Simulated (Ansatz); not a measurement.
```
Zr C
1.0
     4.70867    0.00000    0.00000
     0.00000    4.70867    0.00000
     0.00000    0.00000    4.70867
Zr C
4 4
Direct
  0.00000 0.00000 0.00000
  0.50000 0.50000 0.00000
  0.50000 0.00000 0.50000
  0.00000 0.50000 0.50000
  0.50000 0.00000 0.00000
  0.00000 0.50000 0.00000
  0.00000 0.00000 0.50000
  0.50000 0.50000 0.50000
```

Space group Fm-3m; a structure from a database of computed crystals, not necessarily the ambient phase.

Level of theory: DFT PBE, scalar-relativistic, plane waves, PAW in Ansatz 0.2.0.

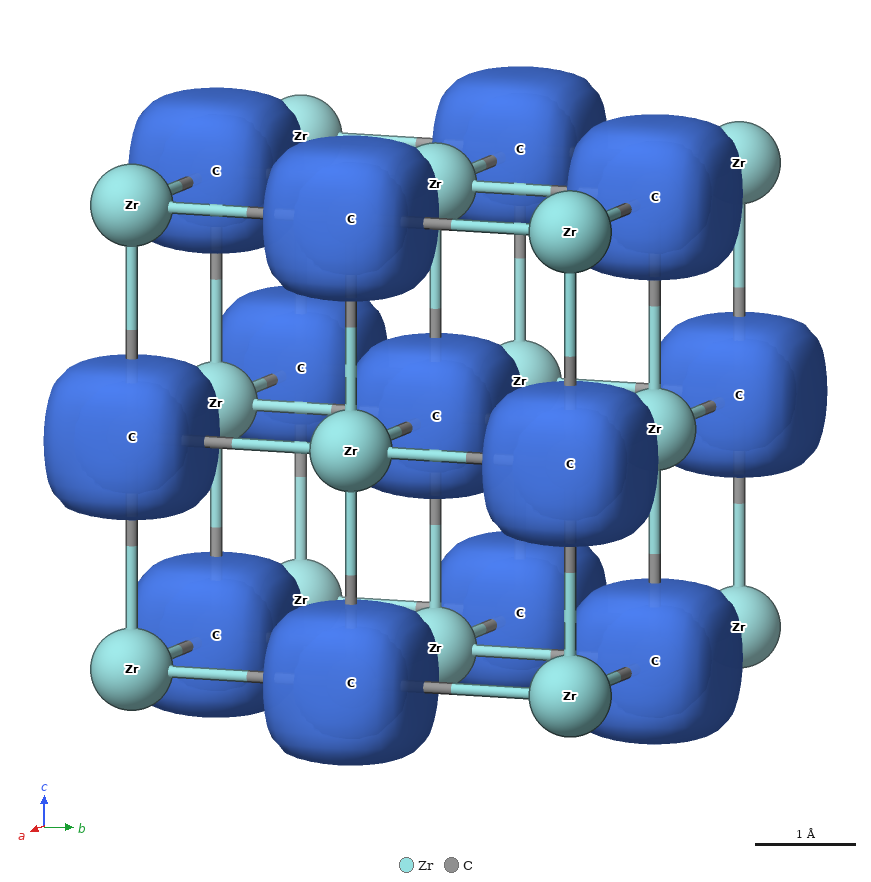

ZrC. Isosurface of the electron localisation function at 0.75 (blue), seen slightly off an axis. Core shells and regions of very low density are left out. Sticks mark near contacts.

Core electrons are frozen (PAW), and the valence fields are smoothed inside the atomic spheres.

Where are the electrons localised?

The ELF exceeds this value in four regions wrapped around C (the valence shell of each), counted in one cell of 8 atoms. Any copies at cell faces, edges or corners count once.

Values along the shortest contacts:
Zr–C (2.35 Å): the ELF peaks at about 0.80 in the valence shell of C, 0.7 Å from its nucleus, and is about 0.20 at the midpoint (no shared electron pair shows on this line).

Metal or insulator at this level of theory?

It is metallic or semimetallic at this level of theory: no gap opens.
